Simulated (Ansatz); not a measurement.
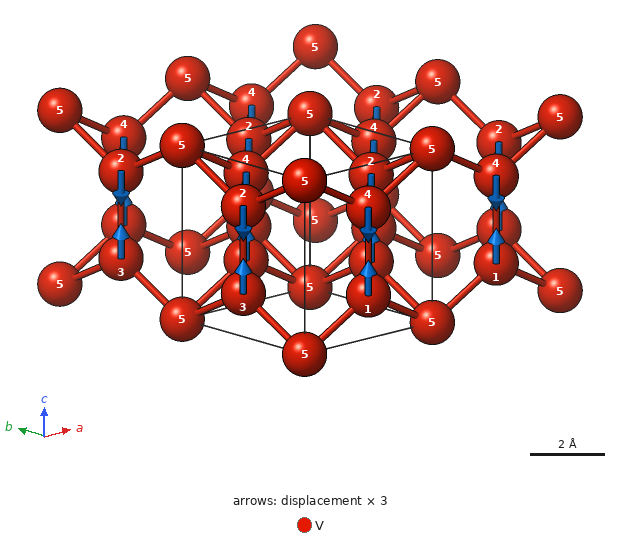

This is a relaxation of solid V (built on the K_65 type) (coarse preliminary run). The starting structure is drawn; blue arrows show the displacements (the part carried along by the change of the cell is left out), magnified 3 times.

Style: ball-and-stick. Shown: the cell of the calculation, repeated 2 × 2 × 1 with one cell outlined, from a free direction.

Case: K type (Cmmm, No. 65).

Computed with DFT PBE, scalar-relativistic, plane waves, PAW in Ansatz 0.2.0. Set-up: plane-wave cutoff 420 eV; k-point mesh 4 × 4 × 4; occupations gaussian; smearing width 0.1 eV; no spin polarisation; cell and atoms relaxed; force threshold 0.04 eV/Å; at most 70 steps.

What did the optimiser do to the structure, and how much energy did it gain?

The largest moves relative to the cell, 0.35 Å, are those of V1, V2, V3 and V4. V2 goes along −c. The drawn cell changes as follows: a = b 4.106 → 3.475 Å (−15.4 %), c 5.167 → 6.312 Å (+22.2 %), γ 112.4° → 90.0°; the volume changes by −5.4 %. Some distances before and after: V1–V4 2.584 → 3.862 Å, V1–V3 3.412 → 2.457 Å, V1–V5 2.426 → 2.597 Å, V1–V3 (another image) 2.286 → 2.457 Å. New bonds form: V1–V3 (3.41 → 2.46 Å), V2–V4 (3.41 → 2.46 Å). Bond angles that change, for instance: V5–V1–V5 115.6° → 84.0°, V4–V1–V5 122.2° → 138.0°. The space group (tolerance 0.01 Å) goes from Cmmm (No. 65) to P4/mmm (No. 123). The energy falls by 1.912 eV per cell of the calculation in 11 accepted moves (13 points after the start). The largest force component goes from 0.94 to 0.0035 eV/Å. Pressure: 5.52 GPa at the start and 0.07 GPa at the end. At 2 points the geometry stayed and the basis and grid were re-selected for the new cell (energy shift of 0.101 eV per cell of the calculation at most each time). The run took about 80 core-seconds on a shared host.

Limits of the set-up: the k-point mesh is coarse for a cell with partly filled bands.
